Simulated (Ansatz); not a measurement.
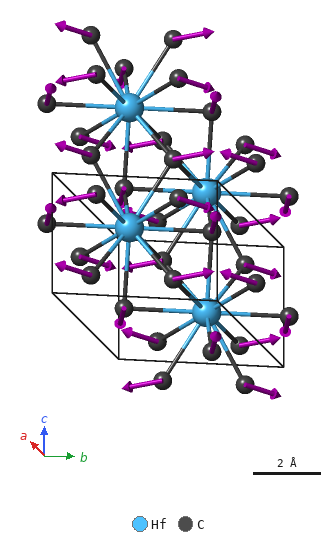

A relaxation of a crystal of HfC3 (built on the Ni3Sn (D0_19)_194 type) (coarse preliminary run). The starting structure is drawn; purple arrows show the displacements (the part carried along by the change of the cell is left out), magnified 3 times.

A ball-and-stick model of the cell of the calculation, repeated 1 × 1 × 2 with one cell outlined, seen from a free direction.

Case: Ni3Sn (D0_19) type (P6_3/mmc, No. 194).

All numbers below come from DFT PBE, scalar-relativistic, plane waves, PAW in Ansatz 0.2.0. Set-up: plane-wave cutoff 420 eV; k-point mesh 6 × 6 × 4; occupations gaussian; smearing width 0.1 eV; no spin polarisation; cell and atoms relaxed; force threshold 0.04 eV/Å; at most 70 steps.

> Which element moves most?

Carbon: up to 0.45 Å, against 0.00 Å for hafnium.

> Describe the change and its energy.

The energy falls by 9.790 eV per cell of the calculation in 11 accepted moves (14 points after the start). The largest force component goes from 0.47 to 0.0025 eV/Å. The pressure goes from −17.62 to 0.01 GPa. The line search rejected the trial step at point 8 of the run. At 2 points the geometry stayed and the basis and grid were re-selected for the new cell (energy shift of 0.227 eV per cell of the calculation at most each time). The largest moves relative to the cell, 0.45 Å, are those of C atoms. Hf stays in place. The drawn cell changes as follows: a = b 4.978 → 4.451 Å (−10.6 %), c 3.996 → 5.144 Å (+28.7 %); the volume changes by +2.9 %. Some distances before and after: C–C 2.494 → 1.448 Å, C–Hf 2.459 → 3.102 Å, C–Hf 2.489 → 2.270 Å. New bonds form: C–C (2.49 → 1.45 Å). Among the angles between lasting bonds that change: Hf–C–Hf 179.9° → 157.2°, Hf–C–Hf 90.0° → 83.7°, Hf–C–Hf 108.7° → 112.0°. The space group stays P6_3/mmc (No. 194). The run took 2.6 min on 1 thread of AMD EPYC 7R43 64-Core Processor (Zen 3), with other jobs on the host, peak memory 0.45 GiB.

Limits of the set-up: the k-point mesh is coarse for a cell with partly filled bands.
